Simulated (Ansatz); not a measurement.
# Run report: AlAs, geometry relaxation (part 1 of 3)

- system: AlAs (2 atoms in the cell)
- method: DFT, LDA, plane waves, PAW, no spin polarisation (Ansatz 0.2.0)

The structure derives from an entry of the Crystallography Open Database. Some settings of this run were made unusual or wrong on purpose. Figures and captions count atoms from 1; the log counts them from 0 in places.

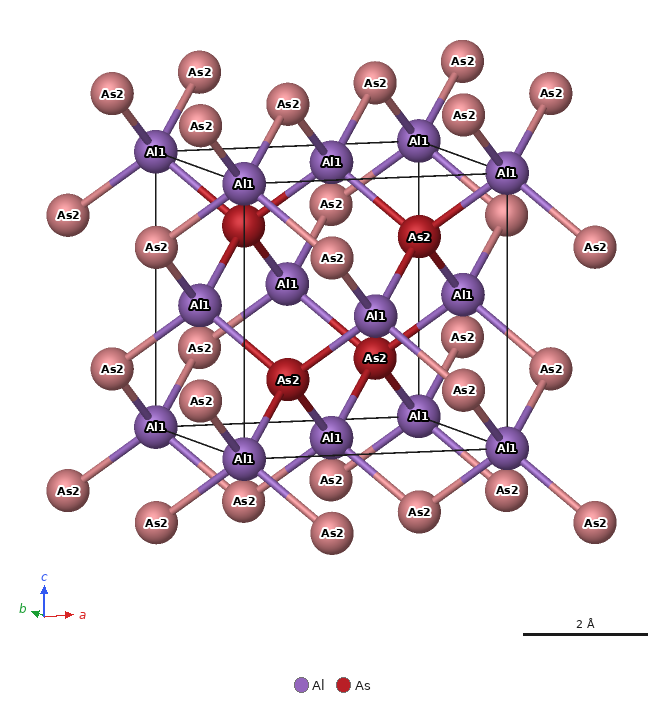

**Figure 1.** The input geometry (ball-and-stick view of the cell 4 times as large as that of the calculation, set on its symmetry axes, seen slightly off an axis; neighbours outside the cell are drawn fainter; atoms are numbered from 1 in the order of the input). Near neighbours in the crystal (not all of them lie inside the picture): Al has 4 As at 1.95 Å; As has 4 Al at 1.95 Å.

Outcome

```csv
quantity,value
outcome,converged
space group (tolerance 0.01 Å),F-43m (216)
electrons treated,18
free energy,−5287.4900 eV
Fermi energy,6.306 eV
gap on the k-point mesh,1.32 eV
pressure,0.00 GPa
final volume,44.59 Å³
largest force (length of the vector) at the end,under 0.001 eV/Å
final cell,"a = 3.980 Å, b = 3.980 Å, c = 3.980 Å, α = 60.00°, β = 60.00°, γ = 60.00°"
hardware,"1 thread of Intel Xeon (Sapphire Rapids), 192 GiB of memory available, shared host"
wall time,32 s
peak memory,0.32 GiB
```

What went wrong

This input holds a deliberate fault: a lattice far too small (`crystal.lattice`). The atoms are squeezed together and the pressure is enormous. The program still converged, but the numbers can't be taken as results for the intended system.

Input file
```yaml
crystal:
  lattice:
    - [0.0, 2.25163558, 2.25163558]
    - [2.25163558, 0.0, 2.25163558]
    - [2.25163558, 2.25163558, 0.0]
  atoms:
    - { symbol: Al, position: [0.0, 0.0, 0.0] }
    - { symbol: As, position: [0.75, 0.75, 0.75] }
basis:
  ecutwfc: 420
kpoints:
  mp_grid: { grid: [8, 8, 8] }
hamiltonian:
  xc: lda
scf:
  occupations: { method: fixed }
  max_iter: 50
output:
  forces: true
  eigenvalues: true
  stress: true
relax:
  adjacent_minimum: "off"
  f_tol: 0.001
  max_steps: 60
  cell: { stress_tol: 0.01 }
```

Command:
```bash
ansatz run input.yaml --threads 1 --pin off --max-ram 3072MiB --backend cpu --events-out ev --progress --plain --runs-dir out
```

Output
```
The last accepted step is kept in [file] (removed where the run ends without a failure and the disk answers)
Engine: ansatz 0.2.0, x86_64-unknown-linux-gnu
Pseudopotentials: kind: paw
Pseudopotential: Al, paw, valence charge 3, recommended cutoff 420 eV (normal), Al.paw.azcp
Pseudopotential: As, paw, valence charge 15, recommended cutoff 420 eV (normal), As.paw.azcp
Functional definition: SPW92
  exchange = slater_x
  correlation = pw_c
Crystal: 2 atoms, lattice volume = 22.831 Å³
Basis set: ecut = 420 eV, 459 PW (Γ)
Bands: 13, of which v1, the nominal top of the filled ones, is band 9 counted from 1 (8 counted from 0)
Symmetry: 24 space group operations
Space group: F-43m (ITA 216), of the structure as read, at distance tolerance 2.8e-5 Å
k-points: 29 of 512 (time reversal used)
Non-local potential: Al, projectors of the file, l = 0: 2, l = 1: 2, l = 2: 1
Non-local potential: As, projectors of the file, l = 0: 2, l = 1: 2, l = 2: 3, l = 3: 1
PAW form: soft (Blöchl's): semilocal exchange-correlation on the pseudo side does not see the compensation charge
PAW frozen core: Al, regenerated for the run's functional, and the local potential with it (the file was generated under x = pbe(κ = 0.804, μ = 0.2195149727645171), c = pbe(β = 0.06672455060314922))
PAW frozen core: As, regenerated for the run's functional, and the local potential with it (the file was generated under x = pbe(κ = 0.804, μ = 0.2195149727645171), c = pbe(β = 0.06672455060314922))
PAW one-centre angular grid: Al, 110 points (default); XC on 64 Gauss nodes
PAW one-centre angular grid: As, 590 points (default); XC on 64 Gauss nodes
Initial density: superposition of atomic densities (neutral atoms: chi_scale 0, normalization atom), corrected by the library's trained network
Initial wavefunctions: pseudopotential atomic-orbital guess
Functional: x = slater, c = lda
SCF iter   1: F=—  HF=-5279.985795 eV  |F-HF|=—  |Δ(HF+E_count)|=         —  Δρ=1.28e-2  dr2=2.79e-2  ethr=1.77e-3  ⟨swp⟩=4.5  Hψ=1930  notcnv=0  defer=53
preconditioner: auto → none  [insulator: Δε(μ)=0.277 eV  Ē_g=14.018 eV  n_scr=8 (ndim 8)  ℏωp=22.0 eV  f_vac=0.000  ε∞_Penn≈3.5]
SCF iter   2: F=—  HF=-5279.973892 eV  |F-HF|=—  |Δ(HF+E_count)|=   1.19e-2  Δρ=4.37e-3  dr2=2.14e-3  ethr=1.55e-4  ⟨swp⟩=2.0  Hψ=674  notcnv=0  defer=55
SCF iter   3: F=—  HF=-5279.972817 eV  |F-HF|=—  |Δ(HF+E_count)|=   1.08e-3  Δρ=6.27e-4  dr2=3.03e-5  ethr=1.19e-5  ⟨swp⟩=2.0  Hψ=699  notcnv=0  defer=55
SCF iter   4: F=—  HF=-5279.972782 eV  |F-HF|=—  |Δ(HF+E_count)|=   3.50e-5  Δρ=2.89e-4  dr2=6.80e-6  ethr=1.68e-7  ⟨swp⟩=2.0  Hψ=638  notcnv=0  defer=40
iter 5 did not close the SCF: its close was put off for the readings that it lacked (scf_convergence_deferred on its scf_iter line)
SCF iter   5: F=-5279.972779 eV  HF=-5279.972779 eV  |F-HF|=5.59e-9  |Δ(HF+E_count)|=   2.72e-6  Δρ=1.93e-5  dr2=2.23e-8  ethr=3.78e-8  ⟨swp⟩=1.7  Hψ=457  notcnv=0  defer=36
SCF iter   6: F=-5279.972779 eV  HF=-5279.972779 eV  |F-HF|=1.46e-11  |Δ(HF+E_count)|=   1.50e-9  Δρ=1.64e-6  dr2=2.62e-10  ethr=1.24e-10  ⟨swp⟩=4.3  Hψ=1952  notcnv=0
SCF 1 converged in 6 iterations: F = -5279.972779 eV  dr2 = 2.62e-10
  greatest PAW one-centre occupation: 0.999 electrons in one spin orbital (limit 2), on the As atom at site 1 (counted from 0), in its partial waves of l = 2
relax step   1: F+E_penalty+E_count = -5279.97277947 eV  Δ(F+E_penalty+E_count) = +0.000e0 eV  max|allowed force component| = 1.180e-16 eV/Å  Δτ_max = 0.0000 Å  P = +191.975 GPa  Ω = 22.831 Å³  (6 SCF iters, dr2 threshold 1.00e-7 eV, accepted)
Crystal: 2 atoms, lattice volume = 26.335 Å³
Basis set: ecut = 420 eV, 531 PW (Γ)
Initial density: handed on by an earlier stage of this run
Initial wavefunctions: those handed on with the density
iter 1 solved again at ethr=2.51e-4 eV; its pass at ethr=3.10e-3 eV (dr2=4.52e-2 eV) is discarded
SCF iter   1: F=—  HF=-5283.282386 eV  |F-HF|=—  |Δ(HF+E_count)|=         —  Δρ=1.45e-2  dr2=4.51e-2  ethr=2.51e-4  ⟨swp⟩=1.0  Hψ=2559  notcnv=0  defer=28
preconditioner: auto → none  [insulator: Δε(μ)=0.513 eV  Ē_g=12.968 eV  n_scr=8 (ndim 8)  ℏωp=20.5 eV  f_vac=0.000  ε∞_Penn≈3.5]
SCF iter   2: F=—  HF=-5283.256989 eV  |F-HF|=—  |Δ(HF+E_count)|=   2.54e-2  Δρ=6.38e-3  dr2=6.51e-3  ethr=2.51e-4  ⟨swp⟩=2.5  Hψ=620  notcnv=0  defer=51
SCF iter   3: F=—  HF=-5283.252131 eV  |F-HF|=—  |Δ(HF+E_count)|=   4.86e-3  Δρ=9.64e-4  dr2=2.50e-4  ethr=3.62e-5  ⟨swp⟩=2.8  Hψ=720  notcnv=0  defer=51
SCF iter   4: F=—  HF=-5283.251740 eV  |F-HF|=—  |Δ(HF+E_count)|=   3.92e-4  Δρ=2.66e-4  dr2=1.14e-5  ethr=1.39e-6  ⟨swp⟩=2.0  Hψ=702  notcnv=0  defer=52
SCF iter   5: F=—  HF=-5283.251738 eV  |F-HF|=—  |Δ(HF+E_count)|=   1.36e-6  Δρ=3.85e-5  dr2=1.66e-7  ethr=1.11e-9  ⟨swp⟩=6.8  Hψ=2612  notcnv=0
SCF iter   6: F=-5283.251738 eV  HF=-5283.251738 eV  |F-HF|=7.79e-10  |Δ(HF+E_count)|=   6.35e-9  Δρ=4.68e-6  dr2=2.28e-9  ethr=9.24e-10  ⟨swp⟩=5.4  Hψ=1810  notcnv=0
SCF 2 converged in 6 iterations: F = -5283.251738 eV  dr2 = 2.28e-9
relax step   2: F+E_penalty+E_count = -5283.25173821 eV  Δ(F+E_penalty+E_count) = -3.279e0 eV  max|allowed force component| = 3.079e-17 eV/Å  Δτ_max = 0.0000 Å  P = +114.798 GPa  Ω = 26.335 Å³  energy of the carried Pulay correction = -1.893e-3 eV  (6 SCF iters, dr2 threshold 2.00e-7 eV, accepted)
Crystal: 2 atoms, lattice volume = 30.181 Å³
Basis set: ecut = 420 eV, 609 PW (Γ)
iter 1 solved again at ethr=2.31e-4 eV; its pass at ethr=3.10e-3 eV (dr2=4.15e-2 eV) is discarded
SCF iter   1: F=—  HF=-5285.375972 eV  |F-HF|=—  |Δ(HF+E_count)|=         —  Δρ=1.17e-2  dr2=4.14e-2  ethr=2.31e-4  ⟨swp⟩=1.0  Hψ=2680  notcnv=0  defer=35
preconditioner: auto → none  [insulator: Δε(μ)=0.279 eV  Ē_g=12.130 eV  n_scr=8 (ndim 8)  ℏωp=19.1 eV  f_vac=0.000  ε∞_Penn≈3.5]
SCF iter   2: F=—  HF=-5285.356006 eV  |F-HF|=—  |Δ(HF+E_count)|=   2.00e-2  Δρ=4.90e-3  dr2=5.11e-3  ethr=2.30e-4  ⟨swp⟩=2.3  Hψ=599  notcnv=0  defer=49
SCF iter   3: F=—  HF=-5285.352780 eV  |F-HF|=—  |Δ(HF+E_count)|=   3.23e-3  Δρ=8.82e-4  dr2=2.39e-4  ethr=2.84e-5  ⟨swp⟩=3.0  Hψ=765  notcnv=0  defer=52
SCF iter   4: F=—  HF=-5285.352465 eV  |F-HF|=—  |Δ(HF+E_count)|=   3.15e-4  Δρ=2.71e-4  dr2=1.41e-5  ethr=1.33e-6  ⟨swp⟩=2.0  Hψ=702  notcnv=0  defer=52
SCF iter   5: F=—  HF=-5285.352461 eV  |F-HF|=—  |Δ(HF+E_count)|=   4.48e-6  Δρ=2.60e-5  dr2=1.24e-7  ethr=1.11e-9  ⟨swp⟩=7.2  Hψ=2812  notcnv=0
SCF iter   6: F=-5285.352460 eV  HF=-5285.352460 eV  |F-HF|=1.88e-10  |Δ(HF+E_count)|=   8.93e-8  Δρ=4.43e-6  dr2=2.23e-9  ethr=6.89e-10  ⟨swp⟩=5.8  Hψ=1842  notcnv=0
SCF 3 converged in 6 iterations: F = -5285.352460 eV  dr2 = 2.23e-9
relax step   3: F+E_penalty+E_count = -5285.35246042 eV  Δ(F+E_penalty+E_count) = -2.101e0 eV  max|allowed force component| = 2.917e-17 eV/Å  Δτ_max = 0.0000 Å  P = +64.716 GPa  Ω = 30.181 Å³  energy of the carried Pulay correction = -3.684e-3 eV  (6 SCF iters, dr2 threshold 2.00e-7 eV, accepted)
Crystal: 2 atoms, lattice volume = 34.384 Å³
Basis set: ecut = 420 eV, 645 PW (Γ)
iter 1 solved again at ethr=2.08e-4 eV; its pass at ethr=3.10e-3 eV (dr2=3.75e-2 eV) is discarded
SCF iter   1: F=—  HF=-5286.601512 eV  |F-HF|=—  |Δ(HF+E_count)|=         —  Δρ=9.56e-3  dr2=3.74e-2  ethr=2.08e-4  ⟨swp⟩=1.0  Hψ=2656  notcnv=0  defer=33
preconditioner: auto → none  [insulator: Δε(μ)=0.652 eV  Ē_g=11.362 eV  n_scr=14 (ndim 8)  ℏωp=17.9 eV  f_vac=0.002  ε∞_Penn≈3.5]
SCF iter   2: F=—  HF=-5286.585016 eV  |F-HF|=—  |Δ(HF+E_count)|=   1.65e-2  Δρ=3.90e-3  dr2=4.23e-3  ethr=2.08e-4  ⟨swp⟩=3.0  Hψ=702  notcnv=0  defer=52
SCF iter   3: F=—  HF=-5286.582756 eV  |F-HF|=—  |Δ(HF+E_count)|=   2.26e-3  Δρ=8.37e-4  dr2=2.52e-4  ethr=2.35e-5  ⟨swp⟩=3.1  Hψ=747  notcnv=0  defer=52
SCF iter   4: F=—  HF=-5286.582564 eV  |F-HF|=—  |Δ(HF+E_count)|=   1.92e-4  Δρ=2.15e-4  dr2=1.08e-5  ethr=1.40e-6  ⟨swp⟩=2.0  Hψ=658  notcnv=0  defer=53
SCF iter   5: F=—  HF=-5286.582561 eV  |F-HF|=—  |Δ(HF+E_count)|=   3.51e-6  Δρ=2.69e-5  dr2=1.22e-7  ethr=1.11e-9  ⟨swp⟩=6.9  Hψ=2713  notcnv=0
SCF iter   6: F=-5286.582561 eV  HF=-5286.582561 eV  |F-HF|=2.76e-10  |Δ(HF+E_count)|=   1.35e-8  Δρ=5.35e-6  dr2=3.80e-9  ethr=6.76e-10  ⟨swp⟩=3.0  Hψ=1502  notcnv=0
SCF 4 converged in 6 iterations: F = -5286.582561 eV  dr2 = 3.80e-9
relax step   4: F+E_penalty+E_count = -5286.58256073 eV  Δ(F+E_penalty+E_count) = -1.230e0 eV  max|allowed force component| = 4.077e-17 eV/Å  Δτ_max = 0.0000 Å  P = +31.908 GPa  Ω = 34.384 Å³  energy of the carried Pulay correction = -5.373e-3 eV  (6 SCF iters, dr2 threshold 2.00e-7 eV, accepted)
Crystal: 2 atoms, lattice volume = 39.083 Å³
Basis set: ecut = 420 eV, 749 PW (Γ)
iter 1 solved again at ethr=1.93e-4 eV; its pass at ethr=3.10e-3 eV (dr2=3.48e-2 eV) is discarded
SCF iter   1: F=—  HF=-5287.175472 eV  |F-HF|=—  |Δ(HF+E_count)|=         —  Δρ=8.02e-3  dr2=3.48e-2  ethr=1.93e-4  ⟨swp⟩=1.0  Hψ=2625  notcnv=0  defer=41
preconditioner: auto → none  [insulator: Δε(μ)=0.959 eV  Ē_g=10.636 eV  n_scr=14 (ndim 8)  ℏωp=16.8 eV  f_vac=0.008  ε∞_Penn≈3.5]
SCF iter   2: F=—  HF=-5287.159679 eV  |F-HF|=—  |Δ(HF+E_count)|=   1.58e-2  Δρ=3.34e-3  dr2=3.93e-3  ethr=1.93e-4  ⟨swp⟩=2.1  Hψ=699  notcnv=0  defer=51
SCF iter   3: F=—  HF=-5287.157907 eV  |F-HF|=—  |Δ(HF+E_count)|=   1.77e-3  Δρ=8.97e-4  dr2=3.28e-4  ethr=2.18e-5  ⟨swp⟩=3.4  Hψ=719  notcnv=0  defer=52
SCF iter   4: F=—  HF=-5287.157734 eV  |F-HF|=—  |Δ(HF+E_count)|=   1.73e-4  Δρ=1.72e-4  dr2=8.51e-6  ethr=1.82e-6  ⟨swp⟩=2.0  Hψ=640  notcnv=0  defer=52
SCF iter   5: F=—  HF=-5287.157731 eV  |F-HF|=—  |Δ(HF+E_count)|=   3.53e-6  Δρ=1.22e-5  dr2=3.66e-8  ethr=1.11e-9  ⟨swp⟩=6.9  Hψ=2668  notcnv=0
SCF iter   6: F=-5287.157731 eV  HF=-5287.157731 eV  |F-HF|=3.92e-10  |Δ(HF+E_count)|=   1.23e-9  Δρ=2.05e-6  dr2=9.62e-10  ethr=2.03e-10  ⟨swp⟩=3.0  Hψ=1539  notcnv=0
SCF 5 converged in 6 iterations: F = -5287.157731 eV  dr2 = 9.62e-10
relax step   5: F+E_penalty+E_count = -5287.15773090 eV  Δ(F+E_penalty+E_count) = -5.752e-1 eV  max|allowed force component| = 3.441e-17 eV/Å  Δτ_max = 0.0000 Å  P = +9.096 GPa  Ω = 39.083 Å³  energy of the carried Pulay correction = -6.998e-3 eV  (6 SCF iters, dr2 threshold 2.00e-7 eV, accepted)
Crystal: 2 atoms, lattice volume = 41.902 Å³
Basis set: ecut = 420 eV, 869 PW (Γ)
iter 1 solved again at ethr=5.31e-5 eV; its pass at ethr=3.10e-3 eV (dr2=9.56e-3 eV) is discarded
SCF iter   1: F=—  HF=-5287.232093 eV  |F-HF|=—  |Δ(HF+E_count)|=         —  Δρ=3.87e-3  dr2=9.50e-3  ethr=5.31e-5  ⟨swp⟩=2.0  Hψ=2593  notcnv=0  defer=49
preconditioner: auto → none  [insulator: Δε(μ)=1.153 eV  Ē_g=10.279 eV  n_scr=14 (ndim 8)  ℏωp=16.2 eV  f_vac=0.005  ε∞_Penn≈3.5]
SCF iter   2: F=—  HF=-5287.226582 eV  |F-HF|=—  |Δ(HF+E_count)|=   5.51e-3  Δρ=1.70e-3  dr2=1.13e-3  ethr=5.28e-5  ⟨swp⟩=2.0  Hψ=702  notcnv=0  defer=52
SCF iter   3: F=—  HF=-5287.226107 eV  |F-HF|=—  |Δ(HF+E_count)|=   4.74e-4  Δρ=5.49e-4  dr2=1.22e-4  ethr=6.30e-6  ⟨swp⟩=2.8  Hψ=543  notcnv=0  defer=52
SCF iter   4: F=—  HF=-5287.226052 eV  |F-HF|=—  |Δ(HF+E_count)|=   5.49e-5  Δρ=8.25e-5  dr2=2.20e-6  ethr=6.79e-7  ⟨swp⟩=2.4  Hψ=650  notcnv=0  defer=51
SCF iter   5: F=-5287.226052 eV  HF=-5287.226052 eV  |F-HF|=6.04e-10  |Δ(HF+E_count)|=   7.69e-7  Δρ=8.67e-6  dr2=1.99e-8  ethr=1.11e-9  ⟨swp⟩=7.6  Hψ=2190  notcnv=0
SCF 6 converged in 5 iterations: F = -5287.226052 eV  dr2 = 1.99e-8
relax step   6: F+E_penalty+E_count = -5287.22605152 eV  Δ(F+E_penalty+E_count) = -6.832e-2 eV  max|allowed force component| = 3.224e-17 eV/Å  Δτ_max = 0.0000 Å  P = -0.915 GPa  Ω = 41.902 Å³  energy of the carried Pulay correction = -7.864e-3 eV  (5 SCF iters, dr2 threshold 2.00e-7 eV, accepted)
Crystal: 2 atoms, lattice volume = 41.619 Å³
iter 1 solved again at ethr=5.03e-7 eV; its pass at ethr=3.10e-3 eV (dr2=9.06e-5 eV) is discarded
```
